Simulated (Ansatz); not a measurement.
The compound is PtSe₂ (space group P-3m1, No. 164), taken as coordinates from a relaxation with DFT PBEsol, scalar-relativistic, plane waves, PAW in Ansatz 0.2.0.

```cif
data_structure
_symmetry_space_group_name_H-M 'P 1'
_symmetry_Int_Tables_number 1
_cell_length_a 3.7608
_cell_length_b 3.7608
_cell_length_c 4.8587
_cell_angle_alpha 90.000
_cell_angle_beta 90.000
_cell_angle_gamma 120.000
_cell_volume 59.51
loop_
_atom_site_label
_atom_site_type_symbol
_atom_site_fract_x
_atom_site_fract_y
_atom_site_fract_z
_atom_site_occupancy
Pt1 Pt 0.00000 0.00000 0.00000 1
Se1 Se 0.33333 0.66667 0.26117 1
Se2 Se 0.66667 0.33333 0.73883 1
```

Bonds are taken as Pt–Se below 2.8 Å; no other contact counts. Atoms with one bond or none are removed and atoms with two bonds are replaced by edges, until no such atom is left.

Derive the underlying net.

The result is a binodal (3,6)-connected, two-periodic (layers) net: Se is a 3-connected node; Pt is a 6-connected node, in the ratio 2:1. It is the kgd net, known from the layers of CdI2 (1T type). The layers lie parallel to (001).

```json
{"node": "Se", "links": "3", "point symbol": "4³", "coordination sequence": "3 12 9 24 15 36 21 48 27 60"}
{"node": "Pt", "links": "6", "point symbol": "4⁶·6⁶·8³", "coordination sequence": "6 6 18 12 30 18 42 24 54 30"}
```

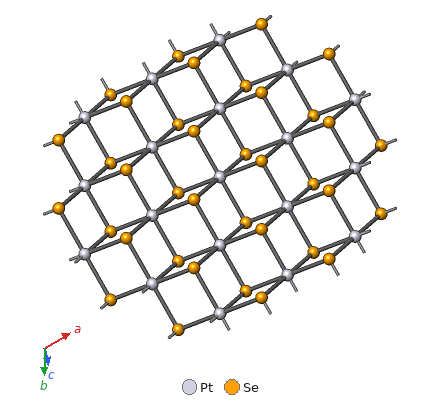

Nodes are coloured by element. One layer is drawn. Edges to nodes outside the piece are drawn as stubs.
